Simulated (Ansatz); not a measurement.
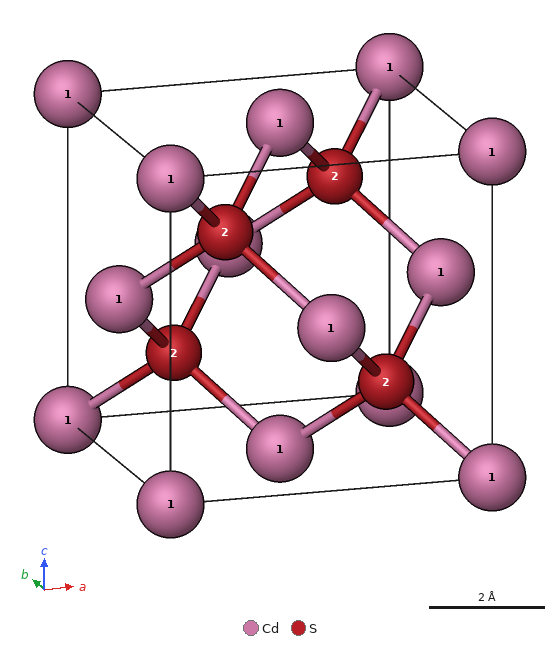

This is a crystal of CdS (set up in F-43m). The picture is a ball-and-stick view of the conventional cell (4 times the calculation's cell), seen slightly off an axis. Lengths and directions refer to the drawn axes.

These are results of DFT r2SCAN, scalar-relativistic, plane waves, PAW in Ansatz, not measurements. (plane-wave cutoff 500 eV; k-point mesh 8 × 8 × 8; occupations gaussian; smearing width 0.02 eV; no spin polarisation)

Change: All lengths are scaled by −1.0 % (volume −3.0 %), the atoms keeping their fractional coordinates. No relaxation follows.

The input:
```yaml
crystal:
  lattice:
    - [0.0, 2.9095882302, 2.9095882302]
    - [2.9095882302, 0.0, 2.9095882302]
    - [2.9095882302, 2.9095882302, 0.0]
  atoms:
    - { symbol: Cd, position: [0.0, 0.0, 0.0] }
    - { symbol: S, position: [0.25, 0.25, 0.25] }
basis:
  ecutwfc: 500
kpoints:
  mp_grid: { grid: [8, 8, 8] }
hamiltonian:
  xc: r2scan
scf:
  occupations: { method: gaussian, width: 0.02 }
output:
  forces: true
  stress: true
  eigenvalues: true
  write_density: true
  write_potential: true
  elf: true
  volumetric_format: npy
```

Command:
```bash
ansatz run input.yaml --threads 1 --pin off --max-ram 2560MiB --backend cpu --events-out ev --progress --plain --runs-dir out
```

### What is the effect?

Among the bonded contacts that change: Cd–S 2.545 → 2.520 Å. The space group stays F-43m (No. 216). It costs 4.5 meV per atom. Pressure: 0.0 GPa before, 1.9 GPa after. All forces vanish by symmetry.
